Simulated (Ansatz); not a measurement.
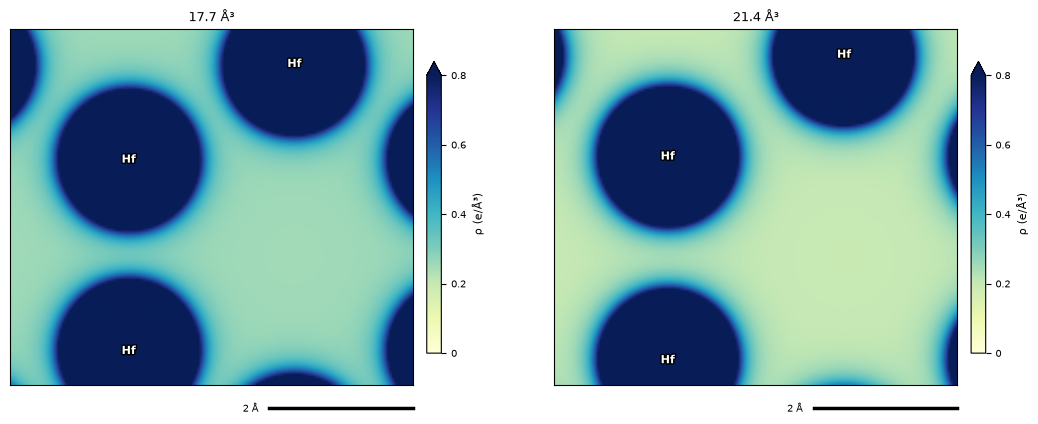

Hf. The valence charge density (pseudo) of cells scaled evenly to different volumes (given per atom above each panel), on the (001) plane of each (indices in the axes of the cell below), at one length scale and on one colour scale.

A structure from a database of computed crystals, not necessarily the ambient phase.

All numbers below come from Kohn-Sham DFT of a periodic cell, PBEsol, Ansatz PAW in Ansatz.

Core electrons are frozen (PAW), and the valence fields are smoothed inside the atomic spheres.

The largest cell:

```xyz
3
Lattice="4.9170 0.0000 0.0000 -2.4585 4.2583 0.0000 0.0000 0.0000 3.0670" Properties=species:S:1:pos:R:3 pbc="T T T"
Hf    0.0000    0.0000    0.0000
Hf    0.0000    2.8389    1.5335
Hf    2.4585    1.4194    1.5335
```

| volume (Å³/atom) | Hf–Hf contact in the plane (Å) | ρ at its midpoint (e/Å³) | pressure (GPa) | 
| --- | --- | --- | --- |
| 17.74 | 2.667 | 0.328 | 30.0 | 
| 20.55 | 2.800 | ? | ? | 
| 21.41 | 2.839 | 0.251 | 0.0 | 

Q: Estimate the missing row, and compare with the calculation.

A: Over the known rows ln ρ falls by 1.56 per Å of Hf–Hf distance (the line through the two), which gives 0.267 e/Å³ at 2.800 Å; the calculation gives 0.265 e/Å³. For the pressure, a straight line in volume between the neighbouring rows gives 7.0 GPa; the calculation gives 5.0, lower because pressure rises ever faster on compression.
